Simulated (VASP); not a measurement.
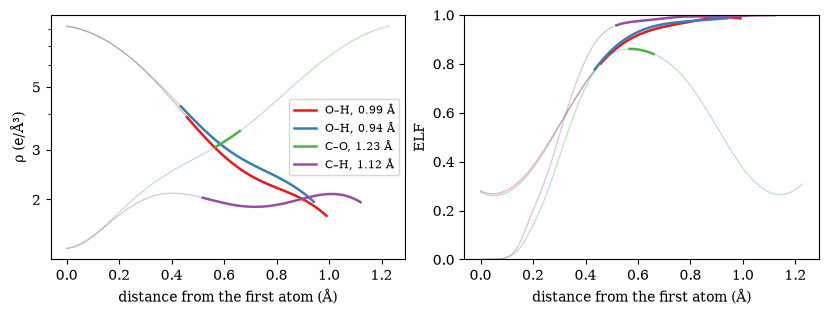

Figure 1: H18CO10 (amorphous cell). Valence pseudo-density and electron localisation function along straight lines between neighbouring atoms. Thin, pale parts lie inside the atomic spheres.

Not relaxed (largest force 1.9 eV/Å).

All numbers below come from Kohn-Sham DFT of a periodic cell, PBE, VASP PAW PBE potentials, recommended in VASP 6.6.1.

Core electrons are frozen (PAW), and the valence fields are smoothed inside the atomic spheres.

```
O H C
1.0
     7.33042    0.00000    0.00000
     0.00000    7.33042    0.00000
     0.00000    0.00000    7.33042
O H C
10 18 1
Direct
  0.67880 0.60717 0.92279
  0.97291 0.81031 0.96753
  0.81185 0.94364 0.37100
  0.75319 0.33193 0.16528
  0.78062 0.32688 0.65910
  0.20637 0.86257 0.48217
  0.39071 0.87459 0.89198
  0.56342 0.01367 0.62280
  0.34838 0.09053 0.14252
  0.08491 0.17456 0.02173
  0.56470 0.66616 0.92999
  0.69527 0.52580 0.02489
  0.97055 0.93615 0.91386
  0.86239 0.73851 0.93681
  0.92736 0.91922 0.42314
  0.81184 0.88980 0.25271
  0.85728 0.26775 0.11110
  0.65711 0.24784 0.17893
  0.77203 0.40647 0.76795
  0.77485 0.40208 0.55208
  0.25760 0.81754 0.36434
  0.28008 0.97690 0.48356
  0.44133 0.94771 0.77926
  0.28172 0.81124 0.85655
  0.62719 0.13133 0.66153
  0.65647 0.97648 0.52925
  0.35913 0.98503 0.02762
  0.21755 0.32045 0.21892
  0.20667 0.19309 0.13522
```

What can be read from the curves?

O–H (0.99 Å): ρ is about 3.6 e/Å³ halfway; the ELF climbs to about 1 towards the hydrogen, as it does in any bond to H; a covalent bond by its length.
O–H (0.94 Å): the density is about 3.9 e/Å³ at the midpoint; the ELF climbs to about 1 towards the hydrogen (a covalent bond by its length).
C–O (1.23 Å): the density is about 3.3 e/Å³ at the midpoint; the ELF peaks at about 0.85 between the atoms (inside overlapping PAW spheres, so only a guide): a multiple bond.
C–H (1.12 Å): the density is about 2 e/Å³ at the midpoint; the ELF peaks at about 1 between the atoms; an ordinary covalent bond to hydrogen.
